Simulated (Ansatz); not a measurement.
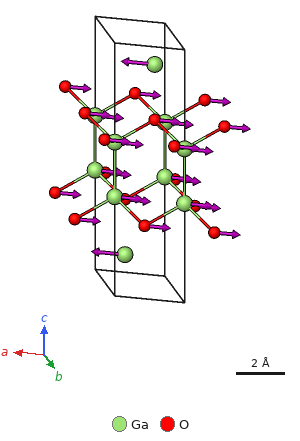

Lattice vibrations of solid Ga2O (a generated structure), space group P-3m1 (No. 164), at the zone centre. The optical levels lie at 40 (×2), 49 (×2), 50, 67 (×2), 102, 177, 380, 394, 431 (×2), 437 (×2) cm⁻¹. One mode is drawn. The purple arrows are the displacements of the atoms (eigenvector over the root of the mass), of arbitrary overall length and sign. A ball-and-stick model of the cell of the calculation, seen from a free direction.

These are results of Ansatz 0.2.0, DFT PBEsol, scalar-relativistic, plane waves, PAW, not measurements. Settings: plane-wave cutoff 420 eV; k-point mesh 12 × 12 × 4; occupations fermi dirac; smearing width 0.15 eV; no spin polarisation.

The frequencies depend somewhat on the k-mesh and the smearing.

Question: Which of these frequencies is the drawn mode's?

Answer: The level at 40 cm⁻¹. This is the E_u mode (doubly degenerate; one member of the set is drawn), the lowest optical level, infrared-active by symmetry. The Ga (2d) sublattice moves against the Ga (2c) and O sublattices, along a; the kinetic energy is shared as Ga 92 %, O 8 %. The crystal is a metal, so free carriers screen the infrared response.

Limits of the set-up: layers or molecules are held without a dispersion correction, so their spacing is unreliable.
